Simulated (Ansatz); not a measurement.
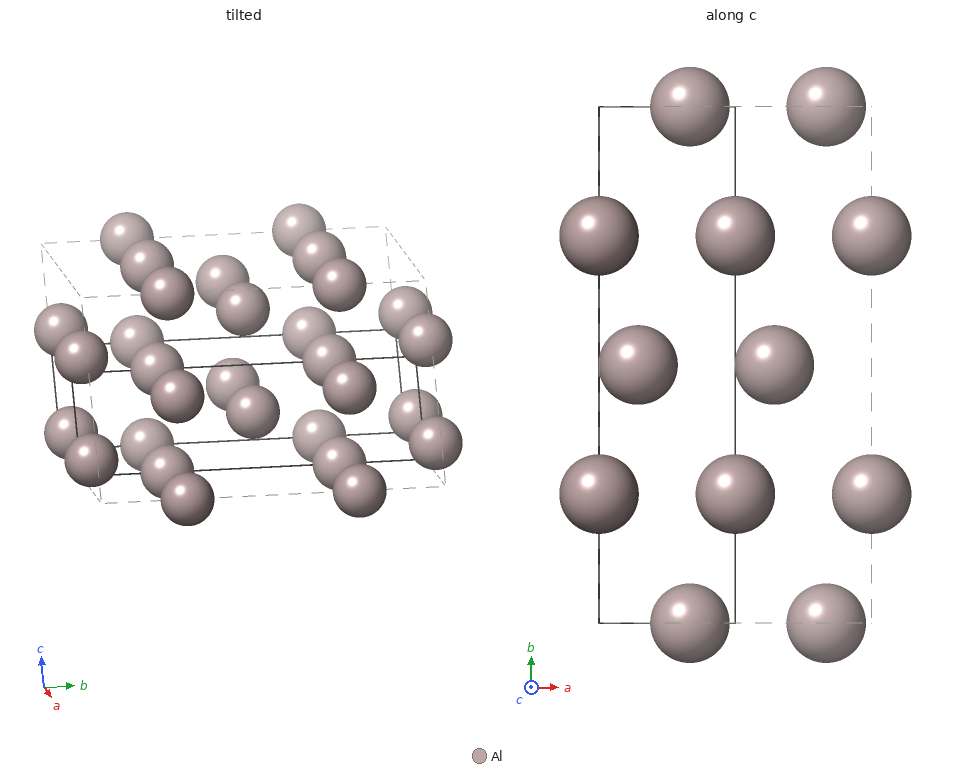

View slightly off an axis and along the c axis, drawn as a spheres-only model. Shown are 2×1×2 repeats of the conventional unit cell, one of them outlined in solid lines. Cell: a = 2.822 Å, b = 9.262 Å, c = 2.822 Å, α = 90.00°, β = 120.00°, γ = 90.00°.

What can be read from this drawing?

The element is aluminium. Space group Pm (No. 6), lattice primitive monoclinic. The cell holds four atoms.

Origin of the cell: a structure listed in the Materials Project. The cell was then strained or its atoms displaced on purpose. It was run through Ansatz as a DFT input.
